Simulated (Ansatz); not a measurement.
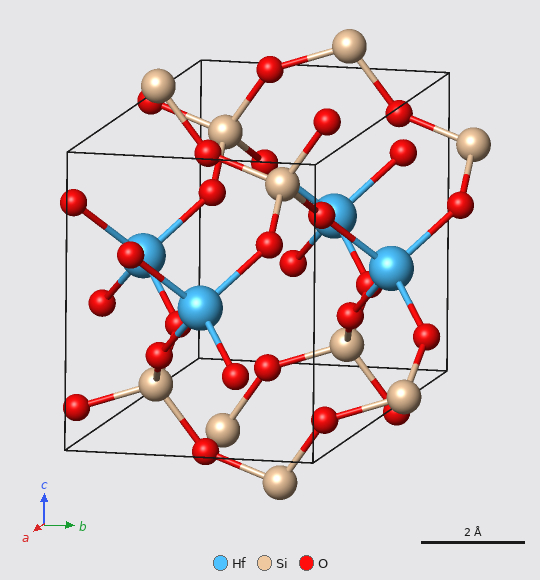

Drawn in the ball-and-stick manner and seen slightly off an axis. The edges of the conventional unit cell are marked. The bonded neighbours beyond the faces are included. Cell: a = 9.91 Å, b = 5.01 Å, c = 5.88 Å, α = 90.00°, β = 91.78°, γ = 90.00°.

The cell started as a structure type filled with these elements by a generator (whether the compound takes this form wasn't checked). Earlier steps of the study, as a rule a relaxation of our own, may have changed the cell and positions, so they can lie some per cent off the listed ones. A calculation with Ansatz used it as input.

In words:

The structure is one of HfSi2O6. The atoms follow space group C2 (No. 5); the Bravais lattice is base-centred monoclinic. Counting shared atoms by their share gives 2 Hf, 4 Si, 12 O, or 18 atoms. Around each Hf lie four O in a tetrahedral arrangement at about 1.9 Å. The neighbours of Si are four O in a tetrahedral arrangement at about 1.6 Å. O takes three kinds of site: 4c with one Hf and one Si in a bent arrangement (about 1.9 Å to Hf, 1.6 Å to Si); 4c with two Si in a bent arrangement at about 1.6 Å; 4c with one Si and one Hf in a bent arrangement (about 1.6 Å to Si, 2.0 Å to Hf). The bonds build a three-dimensional framework.

Computational set-up: DFT r2SCAN, scalar-relativistic, plane waves, PAW (Ansatz), plane waves up to 500 eV, k-points about 0.27 Å⁻¹ apart, Gaussian smearing of 0.02 eV, no spin polarisation.

What is the electronic character?

An insulator at this level, with a gap of 5.58 eV, indirect.

Predict the Bader charges.

Hf +2.72 e; Si +3.34 e; O -1.69 to -1.51 e.

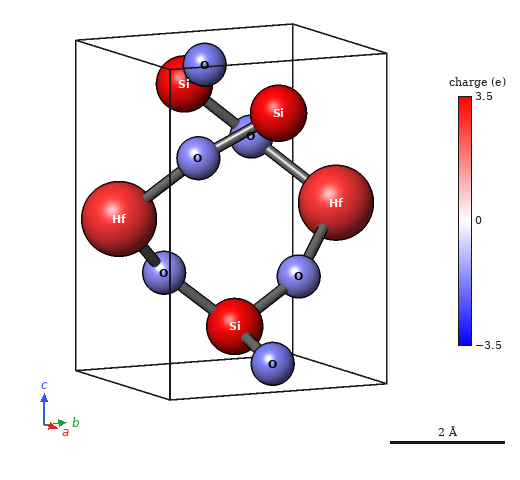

The atoms coloured by those charges. The run's cell of 9 atoms is drawn in a reduced setting, so axes and origin can differ from the first picture.

Is this the optimised geometry for these settings?

No. The largest force is 0.31 eV/Å, on O. The pressure is -4.0 GPa, so the cell would contract.
